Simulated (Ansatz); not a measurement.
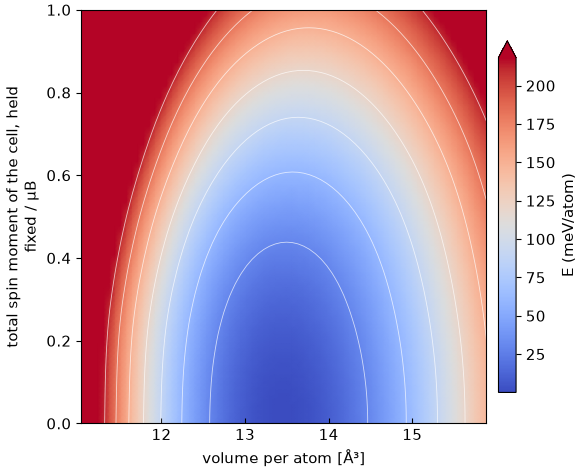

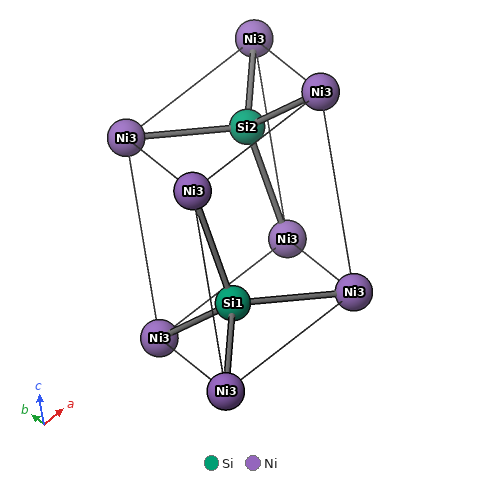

Energy landscape of Si₂Ni (Fm-3m, No. 225; 3 atoms in the cell). 
- The energy is mapped over volume and a fixed ferromagnetic moment.
- The first coordinate is: volume per atom; the second: total spin moment of the cell, held fixed.
- Nothing is relaxed (shape and fractional coordinates fixed).
- The scan uses a 7 × 9 grid.
- Points are written as (first, second).
- Energies: meV/atom, counted from the lowest grid point.
- The moment is held fixed and parallel; antiferromagnetic orders weren't tried.
- Method: DFT PBE, scalar-relativistic, plane waves, PAW (Ansatz). Settings: cutoff 520 eV, k-mesh 14×14×14, gaussian smearing 0.15 eV.

Drawn: a smooth colour map with a few white contour lines, one colour for all values above the top of the scale. Between grid points the surface is interpolated. The second picture is the structure at the lowest point.

Summarise what can be read from the map.

The lowest grid point is at (13.46 Å³, 0.000 μB). It lies on the edge of the map, which is a mirror line here (the non-magnetic state). The highest grid point, (11.04 Å³, 1.000 μB), lies 524 meV/atom above the lowest.

Grid values (meV/atom):

```
second ↓, first →  11.04  11.85  12.65  13.46  14.27  15.08  15.89
            1.000    524    321    211    167    170    208    268
            0.875    472    274    168    128    135    176    239
            0.750    424    231    130     94    104    148    214
            0.625    382    194     96     64     78    124    192
            0.500    345    161     68     40     56    104    175
            0.375    316    137     47     22     40     90    162
            0.250    296    120     34     10     29     80    153
            0.125    287    113     27      3     22     74    147
            0.000    284    110     24      0     20     71    145
```

The whole map (63 points run) took 15 min on 2 threads of Arm Neoverse N1 (shared host).

PAW datasets: the set soft_1.
